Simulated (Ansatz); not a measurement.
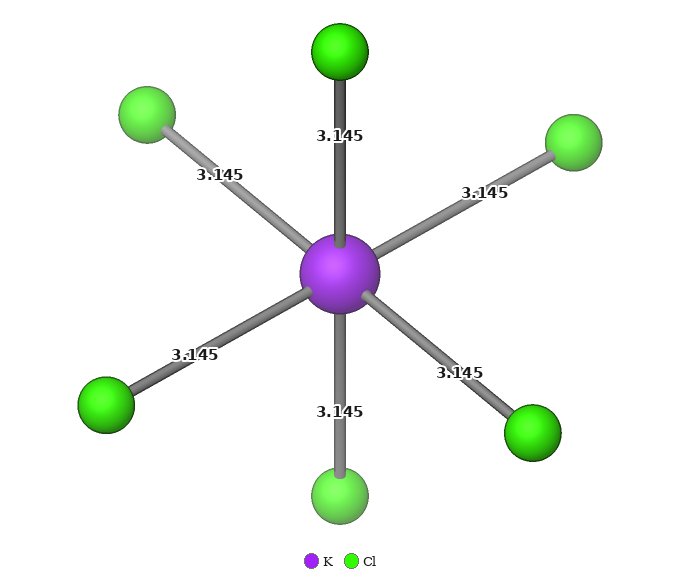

The surroundings of site K1 (at 0.000, 0.000, 0.000) in KCl (Fm-3m), with bond lengths in Å.

Origin of the cell: a calculation's input that goes back to an entry of the Crystallography Open Database (an earlier step may have relaxed or displaced it).

```yaml
crystal:
  lattice:
    - [6.28969, 0.00000, 0.00000]
    - [0.00000, 6.28969, 0.00000]
    - [0.00000, 0.00000, 6.28969]
  atoms:
    - { symbol: K, position: [0.00000, 0.00000, 0.00000] }
    - { symbol: Cl, position: [0.50000, 0.00000, 0.00000] }
    - { symbol: K, position: [0.00000, 0.50000, 0.50000] }
    - { symbol: Cl, position: [0.50000, 0.50000, 0.50000] }
    - { symbol: K, position: [0.50000, 0.00000, 0.50000] }
    - { symbol: Cl, position: [0.00000, 0.00000, 0.50000] }
    - { symbol: K, position: [0.50000, 0.50000, 0.00000] }
    - { symbol: Cl, position: [0.00000, 0.50000, 0.00000] }
```

Bond valence s = exp((R0 − d)/b), R0 fitted to published crystal structures with b = 0.37 Å; R0 in Å: K+–Cl 2.509.

Q: Calculate the bond-valence sum of K1 from the bonds drawn.

A: 6 × 0.179 = 1.08 v.u., against a formal valence of 1: a close match.

Q: And over the whole structure?

A:
```
site              x, y, z  formal valence  bond-valence sum  difference
  K1  0.000, 0.000, 0.000              +1              1.08        0.08
 Cl1  0.500, 0.000, 0.000              −1              1.08        0.08
```

These sums include all anions within 5 Å. The global instability index (root mean square of the differences over all atoms) is 0.08 v.u.: little strain. The cell was not relaxed for this table, and a volume that is off by a few per cent shifts all sums together.
